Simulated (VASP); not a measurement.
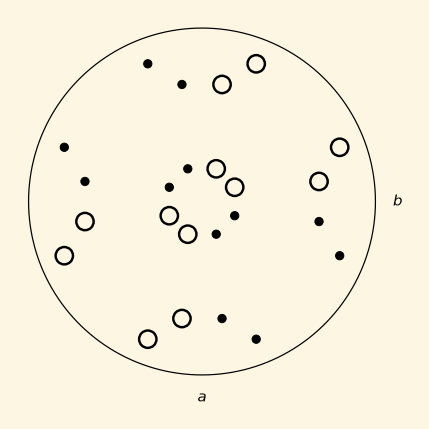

Stereographic projection: filled dots lie in the upper hemisphere, open rings in the lower. The c axis points at the viewer. The poles are all faces of one general form. Computed from the symmetry operations of a computed or model structure of composition BN.

Which point group is this?

Answer. -43m (Td), order 24, cubic system: three −4 axes, four threefold axes, six mirror planes.

Can such a crystal be piezoelectric, pyroelectric or chiral?

Answer. It is not centrosymmetric; not polar, but piezoelectricity is allowed; it is not chiral.
